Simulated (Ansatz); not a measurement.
Input

```
crystal:
  lattice:
    - [0.0, -4.0881756828, 0.0]
    - [-4.0881756828, 0.0, 0.0]
    - [0.0, 0.0, -8.5216446897]
  atoms:
    - { symbol: Li, position: [0.0, 0.0, 0.5] }
    - { symbol: Li, position: [0.5, 0.5, 1.0] }
    - { symbol: Li, position: [0.5, 0.0, 0.25] }
    - { symbol: Li, position: [0.0, 0.5, 0.75] }
    - { symbol: Li, position: [0.0, 0.5, 0.25] }
    - { symbol: Li, position: [0.5, 0.0, 0.75] }
    - { symbol: Ta, position: [0.0, 0.0, 0.0] }
    - { symbol: Ta, position: [0.5, 0.5, 0.5] }
    - { symbol: O, position: [0.0, 0.5, 0.0] }
    - { symbol: O, position: [0.5, 0.0, 0.5] }
    - { symbol: O, position: [0.5, 0.5, 0.7249816815] }
    - { symbol: O, position: [1.0, 1.0, 0.2249816815] }
    - { symbol: O, position: [0.5, 0.0, 0.0] }
    - { symbol: O, position: [0.0, 0.5, 0.5] }
    - { symbol: O, position: [0.5, 0.5, 0.2750183185] }
    - { symbol: O, position: [1.0, 1.0, 0.7750183185] }
basis:
  ecutwfc: 500
kpoints:
  mp_grid: { grid: [6, 6, 4] }
hamiltonian:
  xc: r2scan
scf:
  occupations: { method: gaussian, width: 0.05 }
output:
  forces: true
  stress: true
  eigenvalues: true
  write_density: true
  write_potential: true
  elf: true
  volumetric_format: npy
```

Launched as:

```sh
ansatz run input.yaml --threads 2 --pin off --max-ram 5120MiB --backend cpu --events-out ev --progress --plain --runs-dir out
```

Below, planes, directions and counts refer to the conventional cell (a = 4.09 Å, b = 4.09 Å, c = 8.52 Å, α = 90.00°, β = 90.00°, γ = 90.00°).

Space group I4/mmm; a structure from a database of computed crystals, not necessarily the ambient phase.

The calculation used DFT r2SCAN, scalar-relativistic, plane waves, PAW (Ansatz).

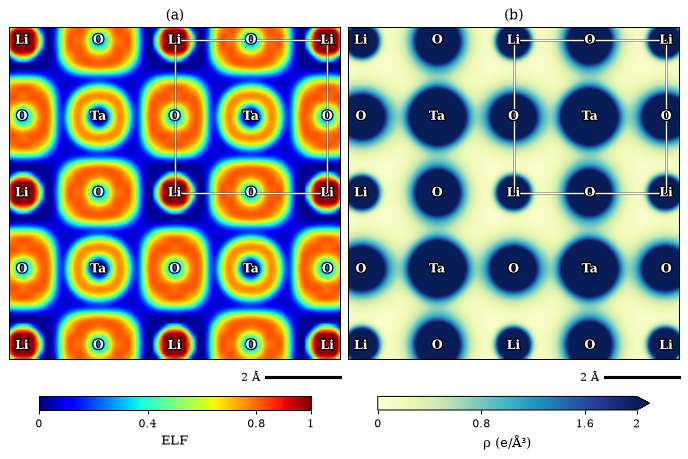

Li₃TaO₄. (a) ELF; (b) valence electron density on the (001) plane of the conventional cell.

Q: What do the fields say about this system?

A: The plane passes through Li, Ta and O nuclei. Li–O (2.04 Å): ρ at the midpoint is about 0.31 e/Å³; the ELF peaks at about 0.80 in the valence shell of O, 0.8 Å from its nucleus, and falls to about 0 next to Li; a closed-shell, largely ionic contact. Ta–O (2.04 Å): ρ at the midpoint is about 0.75 e/Å³; the ELF peaks at about 0.80 in the valence shell of O, 0.6 Å from its nucleus, and drops to about 0.20 between the two atoms; no localised pair shows between them. Between the atoms the lowest density in this plane is 0.1 e/Å³. The features right at Li and Ta lie inside the PAW spheres, where the map follows smoothed inner orbitals and isn't to be read closely.

Q: Metal or insulator at this level of theory?

A: It is gapped, with a Kohn–Sham gap of 2.1 eV on the k-point mesh (the band edges may lie off the mesh, which would make the gap smaller).
